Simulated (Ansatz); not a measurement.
C

C, 60 atoms, a = 10.07 Å, b = 10.07 Å, c = 10.07 Å, α = 60.00°, β = 60.00°, γ = 60.00°.

Space group Fm-3.

Method: DFT PBE+D3(BJ), scalar-relativistic, plane waves, PAW in Ansatz 0.2.0.

Predict the valence pseudo-density and electron localisation function between the atoms.

Answer. C–C (1.45 Å): ρ is about 1.9 e/Å³ halfway; the ELF peaks at about 0.95 between the atoms, as expected for a covalent bond.

Metal or insulator at this level of theory?

Answer. It is gapped, with a Kohn–Sham gap of 1.1 eV on the k-point mesh, an upper bound to the gap of this method.

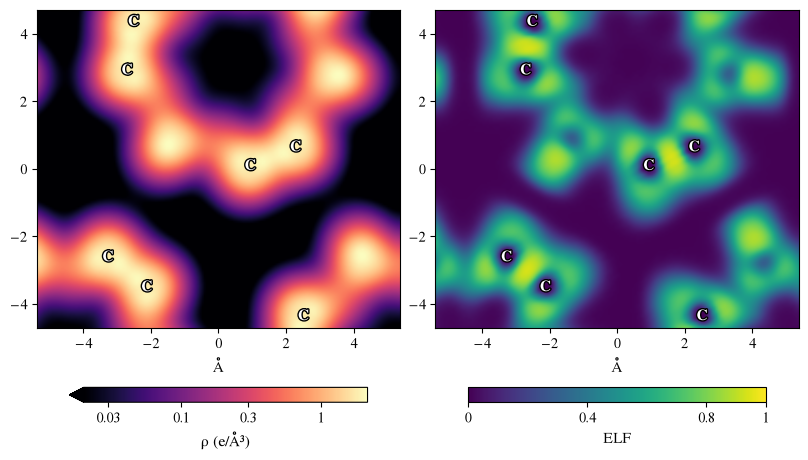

Computed valence pseudo-density and electron localisation function on the (100) plane of the calculation cell, in this order. Atoms just off the plane (C, 0.3 Å away) can leave unmarked features too.
